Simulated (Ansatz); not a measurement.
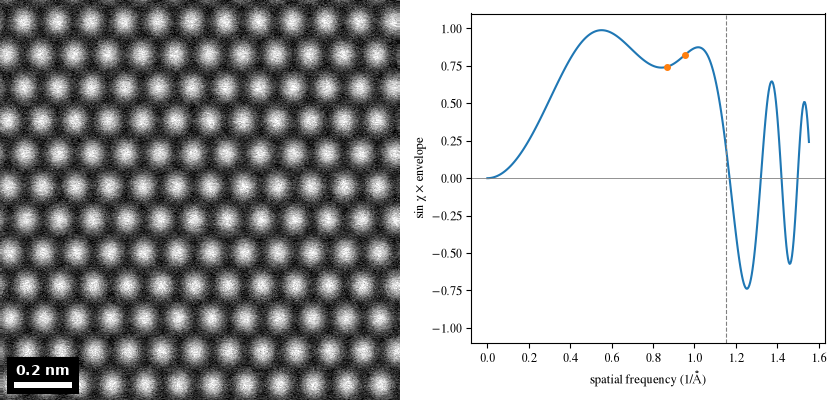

Phase-contrast TEM-like image of Co (P6/mmm, No. 191) along [201]. Simulated in the weak-phase-object approximation with neutral-atom potentials: 300 kV, Cs = −40 µm, defocus +106 Å (negative is underfocus), defocus spread 8 Å, aperture 1.15 1/Å. Shot noise and a slight drift were added. Model: coordinates from a relaxation with DFT, RPBE, plane waves (420 eV) with PAW, scalar-relativistic (Ansatz 0.2.0); the starting structure was generated, so it need not be a known form of this composition.

The plot gives the contrast transfer function, the aperture (dashed) and the crystal's spatial frequencies that carry visible contrast (dots).

Question: What point resolution do these settings give, and which lattice spacings pass?

Answer: About 0.9 Å (0.66 |Cs|^(1/4) λ^(3/4) with λ = 0.0197 Å). The spacings that carry visible contrast are {300} at 1.15 Å, {112} at 1.05 Å.

Question: Do the atom columns appear dark or bright, and why?

Answer: Bright. With negative Cs and overfocus sin χ is positive over the pass band, so the strongest columns (Co) come out brighter than the background.
